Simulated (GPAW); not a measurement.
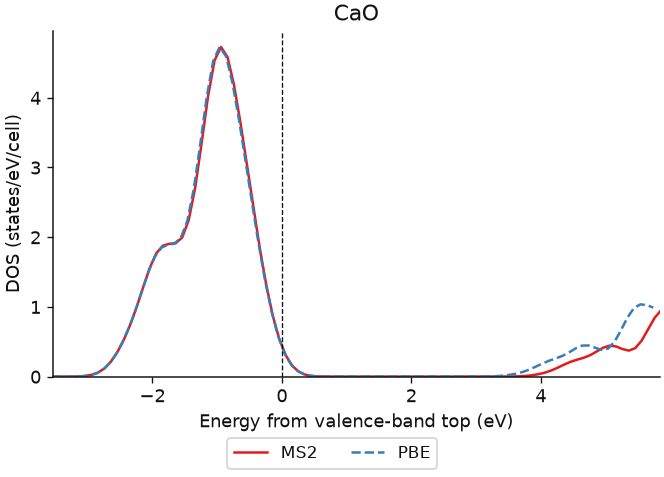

Total densities of states of rocksalt CaO, space group Fm-3m (No. 225), 2 atoms in the primitive cell (cubic a = 4.807 Å), by two methods on the same cell. The DOS curves are built from the levels of the k mesh with Gaussians 0.55 eV wide, which also blur the band edges; ripples of that width can come from the mesh. Each is counted from its own valence-band top.

> How do the methods compare?

MS2 gives a gap of 4.05 eV and PBE gives a gap of 3.69 eV.

Settings. MS2: GPAW PAW data sets (gpaw-data 1.2.1), no spin polarisation, no spin-orbit coupling, 8×8×8 k mesh, 800 eV cutoff, Fermi-Dirac smearing of 0.05 eV (GPAW). PBE: PAW data sets generated in the run's folder for this functional, no spin polarisation, no spin-orbit coupling, 8×8×8 k mesh, 800 eV cutoff, Fermi-Dirac smearing of 0.05 eV (GPAW).

Gaps are the smallest over all k points computed. LDA, GGA and most meta-GGA functionals understate gaps. The cell is a database's computed one. MS2: the PAW data sets were made with another functional.
